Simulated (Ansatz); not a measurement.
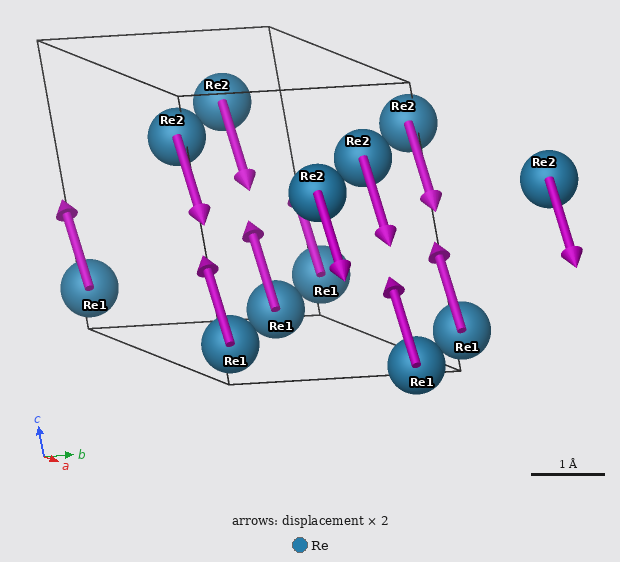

A relaxation of crystalline Re (built on the O_12 type) (coarse preliminary run). The starting structure is drawn; purple arrows show the displacements (the part carried along by the change of the cell is left out), 2 times their true length.

The picture is a ball-and-stick view of the conventional cell (2 times the calculation's cell), repeated 2 × 1 × 1 with one cell outlined, seen slightly off an axis. Lengths and directions refer to the drawn axes.

Case: O type (C2/m, No. 12).

Theory: Ansatz, DFT PBE, scalar-relativistic, plane waves, PAW.

The input:
```yaml
crystal:
  lattice:
    - [2.6936406323, -1.7095120726, 0.0]
    - [2.6936406323, 1.7095120726, 0.0]
    - [-1.9592733319, 0.0, 3.7370861201]
  atoms:
    - { symbol: Re, position: [0.064, 0.064, 0.153] }
    - { symbol: Re, position: [0.936, 0.936, 0.847] }
basis:
  ecutwfc: 420
kpoints:
  mp_grid: { grid: [6, 6, 6] }
hamiltonian:
  xc: pbe
scf:
  occupations: { method: gaussian, width: 0.1 }
  lower_state_search: "off"
output:
  forces: true
  stress: true
  eigenvalues: true
relax:
  adjacent_minimum: "off"
  f_tol: 0.04
  max_steps: 70
  cell: { stress_tol: 0.4 }
```

> Describe the change and its energy.

After 15 accepted moves (17 points after the start) the energy has fallen by 75008 meV per atom. The largest force component goes from 700 to 0.00052 eV/Å. Pressure: 1272.72 GPa at the start and −0.02 GPa at the end. The SCF was repeated twice at an unchanged geometry on a basis and grid sized afresh for the cell, which shifted the energy by 57.5 meV per atom at most. The largest moves relative to the cell, 0.76 Å, are those of Re1 and Re2. Re2 goes along [1 0 −2]. The volume changes by −12.8 %, with a 5.387 → 4.787 Å (−11.2 %), b 3.419 → 2.764 Å (−19.2 %), c 4.220 → 5.548 Å (+31.5 %), β 117.7° → 125.1°. Some distances before and after: Re1–Re2 1.147 → 2.774 Å, Re1–Re2 (another image) 3.461 → 2.774 Å, Re1–Re1 3.419 → 2.764 Å, Re1–Re2 (another image) 3.305 → 2.774 Å. New bonds form: Re1–Re2 (3.46 → 2.77 Å). The space group (tolerance 0.01 Å) goes from C2/m (No. 12) to R-3m (No. 166).
